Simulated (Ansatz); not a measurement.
TiSe2 (space group P-3m1, No. 164): a calculation's input that goes back to an entry of the Crystallography Open Database (an earlier step may have relaxed or displaced it).

```cif
data_structure
_symmetry_space_group_name_H-M 'P 1'
_symmetry_Int_Tables_number 1
_cell_length_a 3.5420
_cell_length_b 3.5420
_cell_length_c 6.0915
_cell_angle_alpha 90.000
_cell_angle_beta 90.000
_cell_angle_gamma 120.000
_cell_volume 66.18
loop_
_atom_site_label
_atom_site_type_symbol
_atom_site_fract_x
_atom_site_fract_y
_atom_site_fract_z
_atom_site_occupancy
Ti1 Ti 0.00000 0.00000 0.00000 1
Se1 Se 0.33333 0.66667 0.24987 1
Se2 Se 0.66667 0.33333 0.75013 1
```

Describe how the polyhedra about Ti are linked (bonds: Se–Ti below 2.9 Å).

Ti: TiSe6 octahedron, sharing edges with six neighbours.

They form layers of edge-sharing octahedra parallel to (001).

Centre to centre across a shared edge: 3.54 Å.

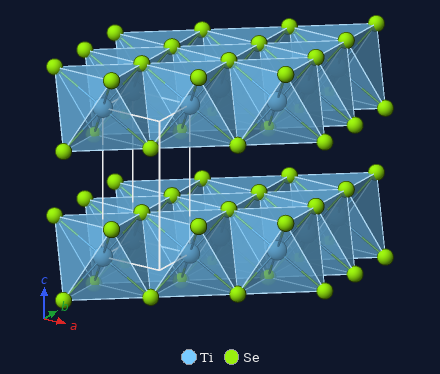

Polyhedra are drawn about Ti (bonds: Se–Ti below 2.9 Å); other atoms are plain spheres.
